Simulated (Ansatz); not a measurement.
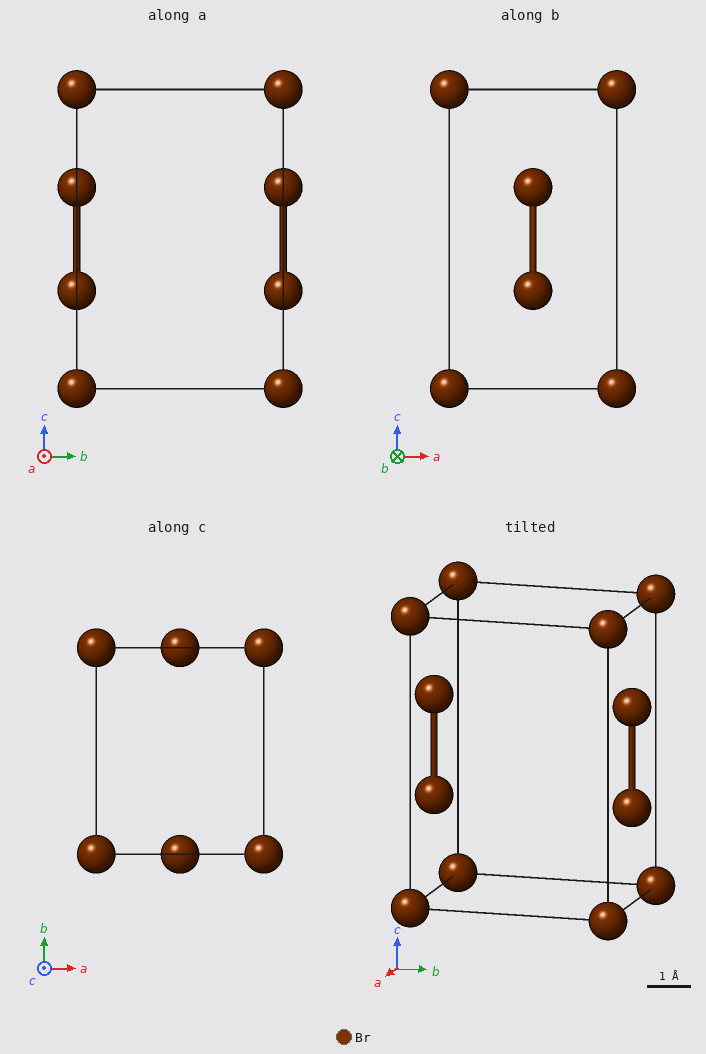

The image is a ball-and-stick drawing of a crystal, viewed along the a axis, along the b axis, along the c axis and slightly off an axis. The conventional unit cell is drawn as a box.

Lattice parameters: a = 3.913 Å, b = 4.824 Å, c = 6.987 Å, α = 90.00°, β = 90.00°, γ = 90.00°.

**Put the structure into a table of Wyckoff sites, with free fractional coordinates to two decimals.**

Space group Pmmm (No. 47).
| atom | site | x | y | z |
| --- | --- | --- | --- | --- |
| Br | 2s | 0.50 | 0.00 | 0.67 |
| Br | 1a | 0.00 | 0.00 | 0.00 |

The cell started as a structure type filled with this element by a generator (whether the element takes this form wasn't checked). Relaxation method: DFT PBE, scalar-relativistic, plane waves, PAW in Ansatz.
